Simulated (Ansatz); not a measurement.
SiO2: several calculations on one system

## 1. Relaxation

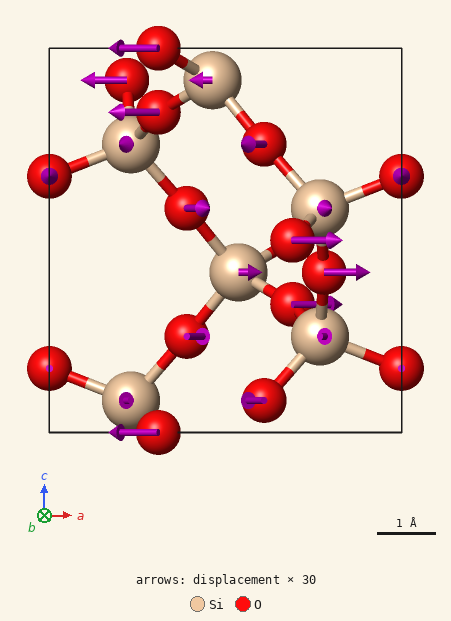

This is a relaxation of a crystal of SiO₂ (set up in P6_522). The starting structure is drawn; purple arrows show the displacements (the part carried along by the change of the cell is left out), magnified 30 times.

Style: ball-and-stick. Shown: the cell of the calculation, along the b axis.

Case: volume × 0.91, shape and atoms relaxed.

The calculation used DFT r2SCAN, scalar-relativistic, plane waves, PAW in Ansatz. (plane-wave cutoff 500 eV; k-point mesh 6 × 6 × 4; occupations gaussian; smearing width 0.02 eV; no spin polarisation; cell relaxed at fixed volume; force threshold 0.01 eV/Å; at most 30 steps)

### Which element moves most?

Oxygen: up to 0.034 Å, against 0.014 Å for silicon.

### Describe the change and its energy.

The energy falls by 1.7 meV per atom in 5 accepted moves (6 points after the start). The largest force component goes from 0.22 to 0.00026 eV/Å. The pressure goes from 15.17 to 14.07 GPa. At 1 point the geometry stayed and the basis and grid were re-selected for the new cell (energy shift of less than 0.05 meV per atom at most each time). The largest moves relative to the cell, 0.034 Å, are those of O atoms. Largest moves by element: O 0.034 Å, Si 0.014 Å. The drawn cell changes at constant volume: a = b 7.112 → 7.153 Å (+0.6 %), c 6.723 → 6.645 Å (−1.1 %). Among the contacts that change: O–Si 1.562 → 1.566 Å. The space group stays P6_522 (No. 179).

## 2. Relaxation

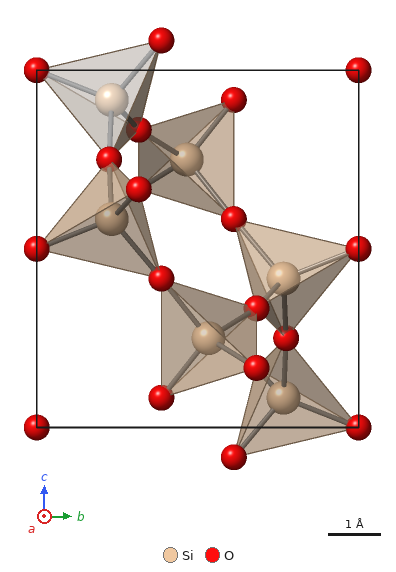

A crystal of SiO2 (set up in P6_522), before the relaxation. A polyhedral model of the cell of the calculation, seen along the a axis.

Case: volume × 0.97, shape and atoms relaxed.

Level of theory: DFT r2SCAN, scalar-relativistic, plane waves, PAW (Ansatz 0.2.0).

Input
```yaml
crystal:
  lattice:
    - [7.2243746421, 0.0, 0.0]
    - [-3.6121873211, 6.2564919665, 0.0]
    - [0.0, 0.0, 6.9450607381]
  atoms:
    - { symbol: Si, position: [0.5336734923, 0.7668367462, 0.4166666667] }
    - { symbol: Si, position: [0.4663265077, 0.2331632538, 0.9166666667] }
    - { symbol: Si, position: [0.2331632538, 0.4663265077, 0.75] }
    - { symbol: Si, position: [0.7668367462, 0.2331632538, 0.5833333333] }
    - { symbol: Si, position: [0.7668367462, 0.5336734923, 0.25] }
    - { symbol: Si, position: [0.2331632538, 0.7668367462, 0.0833333333] }
    - { symbol: O, position: [0.6125266538, 0.3874733462, 0.0833333333] }
    - { symbol: O, position: [0.0, 0.6828906938, 0.1666666667] }
    - { symbol: O, position: [0.7749466925, 0.3874733462, 0.4166666667] }
    - { symbol: O, position: [0.6828906938, 0.6828906938, 0.3333333333] }
    - { symbol: O, position: [0.3171093062, 0.3171093062, 0.8333333333] }
    - { symbol: O, position: [0.6125266538, 0.2250533075, 0.75] }
    - { symbol: O, position: [0.2250533075, 0.6125266538, 0.9166666667] }
    - { symbol: O, position: [0.3171093062, 0.0, 0.0] }
    - { symbol: O, position: [0.0, 0.3171093062, 0.6666666667] }
    - { symbol: O, position: [0.3874733462, 0.7749466925, 0.25] }
    - { symbol: O, position: [0.3874733462, 0.6125266538, 0.5833333333] }
    - { symbol: O, position: [0.6828906938, 0.0, 0.5] }
basis:
  ecutwfc: 500
kpoints:
  mp_grid: { grid: [6, 6, 4] }
hamiltonian:
  xc: r2scan
scf:
  occupations: { method: gaussian, width: 0.02 }
output:
  forces: true
  stress: true
  eigenvalues: true
  write_density: true
  write_potential: true
  elf: true
  volumetric_format: npy
relax:
  adjacent_minimum: "off"
  f_tol: 0.01
  max_steps: 30
  cell: { stress_tol: 0.1, fix: [volume] }
```

Run as
```bash
ansatz run input.yaml --threads 4 --pin off --max-ram 10240MiB --backend cpu --events-out ev --progress --plain --runs-dir out
```

> What does the optimiser find from here?

The largest moves relative to the cell, 0.026 Å, are those of O8, O10, O11, O14, O15 and O18. O10 goes along [1 1 0]. By element the largest moves are O 0.026 Å, Si 0.009 Å. The drawn cell changes at constant volume: a = b 7.224 → 7.240 Å (+0.2 %), c 6.945 → 6.915 Å (−0.4 %). The space group stays P6_522 (No. 179). After 3 accepted moves (4 points after the start) the energy has fallen by 0.9 meV per atom. The largest force component goes from 0.17 to 0.0052 eV/Å. The pressure goes from 4.75 to 4.21 GPa. At 1 point the geometry stayed and the basis and grid were re-selected for the new cell (energy shift of less than 0.05 meV per atom at most each time).

## 3. A change

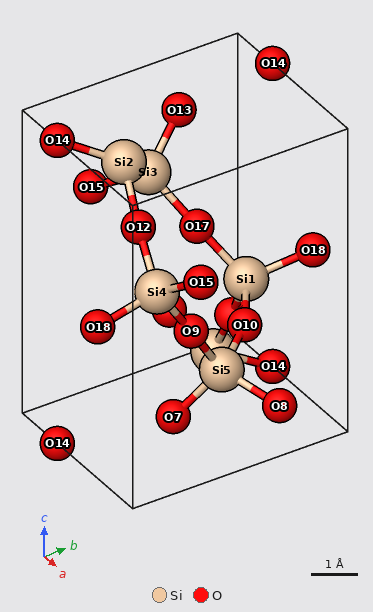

The starting point is solid SiO₂ (set up in P6_522). A ball-and-stick model of the cell of the calculation, seen from a free direction.

The calculation used DFT r2SCAN, scalar-relativistic, plane waves, PAW (Ansatz 0.2.0). Settings: plane-wave cutoff 500 eV; k-point mesh 6 × 6 × 4; occupations gaussian; smearing width 0.02 eV; no spin polarisation.

The variant: The volume is changed by +3.0 %. The cell's shape and the atoms are relaxed at that volume.

Question: What does the calculation give for the changed structure?

Answer: Energy change: +6.4 meV per atom. The pressure goes from 0.0 to −3.7 GPa. The drawn cell changes as follows: a = b 7.298 → 7.360 Å (+0.8 %), c 7.016 → 7.106 Å (+1.3 %); the volume changes by +3.0 %. The largest moves relative to the cell, 0.024 Å, are those of O atoms. By element the largest moves are O 0.024 Å, Si 0.008 Å. Some distances before and after: O–Si 1.604 → 1.616 Å. The space group stays P6_522 (No. 179).
